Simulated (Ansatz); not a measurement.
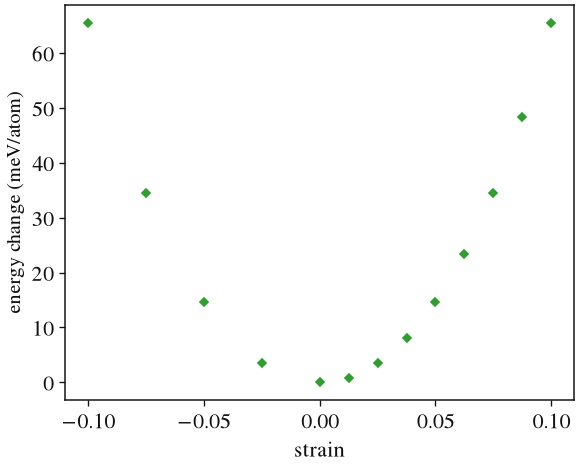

Plotted: energy change against strain.

How it was computed, with Ansatz 0.2.0: homogeneous strain of a crystal along one Voigt pattern with engineering shear, fractional coordinates fixed, by plane-wave density functional theory with PAW datasets, free energies less that of the undisturbed cell, pressure positive in compression; scalar-relativistic. Level: PBE, no spin polarisation.

> For which of these solids was it computed?
A. PbS, Fm-3m (No. 225), 26.1 Å³/atom, strain pattern [0, 0, 0, 1, 0, 0]
B. NaCl, Fm-3m (No. 225), 22.7 Å³/atom, strain pattern [1, -1, 0, 0, 0, 0]
C. Pb, Fm-3m (No. 225), 30.1 Å³/atom, strain pattern [1, 0, 0, 0, 0, 0]

B, NaCl: energy change from 0.00 meV/atom to 65.60 meV/atom. The others give: PbS, energy change from 0.00 meV/atom to 37.41 meV/atom; Pb, energy change from −11.41 meV/atom to 54.99 meV/atom.

For NaCl, limits of the calculation: reference crystal is not relaxed.

For Pb, limits of the calculation: reference crystal is not relaxed.

For PbS, limits of the calculation: gap closes along the scan on a mesh chosen for the insulator; narrow smearing for a metal; reference crystal is not relaxed.
